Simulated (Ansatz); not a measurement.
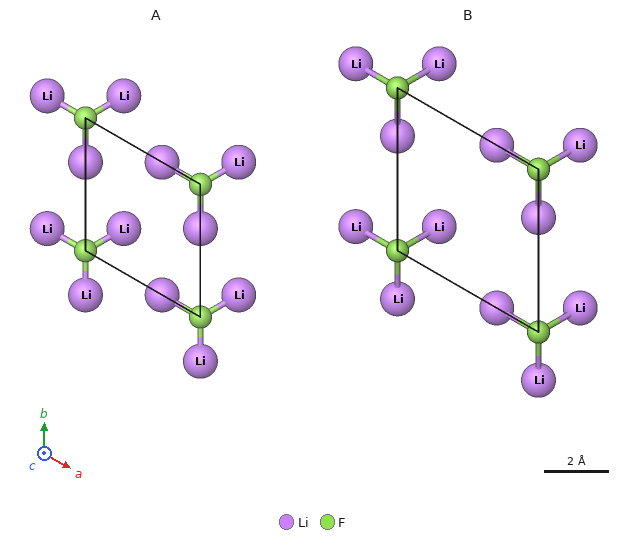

Two geometries of a crystal of Li3F (built on the random type) (coarse preliminary run), drawn at one scale. One is the start of a relaxation, the other its converged end. The picture is a ball-and-stick view of the cell of the calculation, seen along the c axis.

The calculation used DFT PBE, scalar-relativistic, plane waves, PAW in Ansatz. (plane-wave cutoff 420 eV; k-point mesh 6 × 6 × 6; occupations gaussian; smearing width 0.1 eV; no spin polarisation; cell and atoms relaxed; force threshold 0.04 eV/Å; at most 70 steps)

Which of the two is the end point?

Structure B is the relaxed one. Case: random cell with space group P31m (No. 157). Over 14 accepted moves (17 points after the start) the energy falls by 756 meV per atom. The largest force component goes from 3 to 0.0089 eV/Å. The pressure goes from 27.29 to 0.12 GPa. The line search rejected the trial step at point 14 of the run. The SCF was repeated twice at an unchanged geometry on a basis and grid sized afresh for the cell, which shifted the energy by 34.4 meV per atom at most. The atom that moves furthest relative to the cell is the F atom (0.75 Å along +c). By element the largest moves are F 0.75 Å, Li 0.31 Å. The drawn cell changes as follows: a = b 4.204 → 5.158 Å (+22.7 %), c 3.398 → 2.650 Å (−22.0 %); the volume changes by +17.4 %. Some distances before and after: F–Li 3.287 → 2.021 Å, Li–Li 2.427 → 3.158 Å, F–Li 1.464 → 2.021 Å, Li–Li 2.427 → 2.643 Å. New bonds form: F–Li (3.29 → 2.02 Å). Among the angles between lasting bonds that change: Li–F–Li 111.9° → 81.7°. The space group (tolerance 0.01 Å) goes from P31m (No. 157) to P-62m (No. 189).
